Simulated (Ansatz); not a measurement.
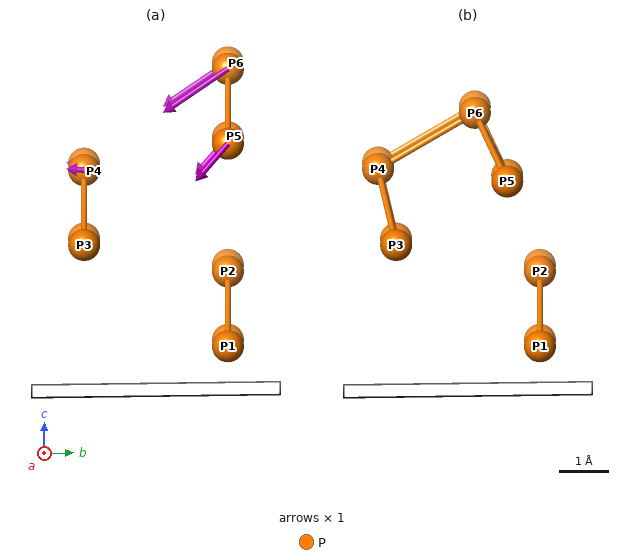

The structure of a slab of composition P (cut from the Cmce phase) before (left) and after (right) a constrained relaxation, at one scale. The purple arrows give the displacements, at their true length.

Style: ball-and-stick. Shown: the 2 × 1 repeat of the cell, outlined in the plane, without the vacuum, from a free direction.

Case: clean slab, lower half held. The slab is the (0 0 1) face of P. 3 atoms are held fixed.

Level of theory: DFT PBEsol, scalar-relativistic, plane waves, PAW in Ansatz 0.2.0. (plane-wave cutoff 420 eV; k-point mesh 9 × 6 × 1; occupations gaussian; smearing width 0.1 eV; no spin polarisation; dipole correction; atoms relaxed in a fixed cell; force threshold 0.03 eV/Å; at most 70 steps)

What changed between the two?

After 14 accepted moves (15 points after the start) the energy has fallen by 0.312 eV per cell of the calculation. Largest force component: 1.1 eV/Å at the start, 0.022 eV/Å at the end. The line search rejected the trial step at point 11 of the run. P6 moves most: 1.63 Å at 56° to the normal (−c side). The cell stays as it was. Among the contacts that change: P4–P6 3.644 → 2.317 Å, P3–P5 3.644 → 2.651 Å, P2–P5 3.178 → 2.630 Å, P4–P5 2.252 → 2.479 Å. Among the angles between lasting bonds that change: P2–P3–P4 100.4° → 91.3°, P4–P5–P6 100.4° → 104.5°, P3–P4–P5 100.4° → 96.4°. The run took about 5 core-minutes on a shared host.
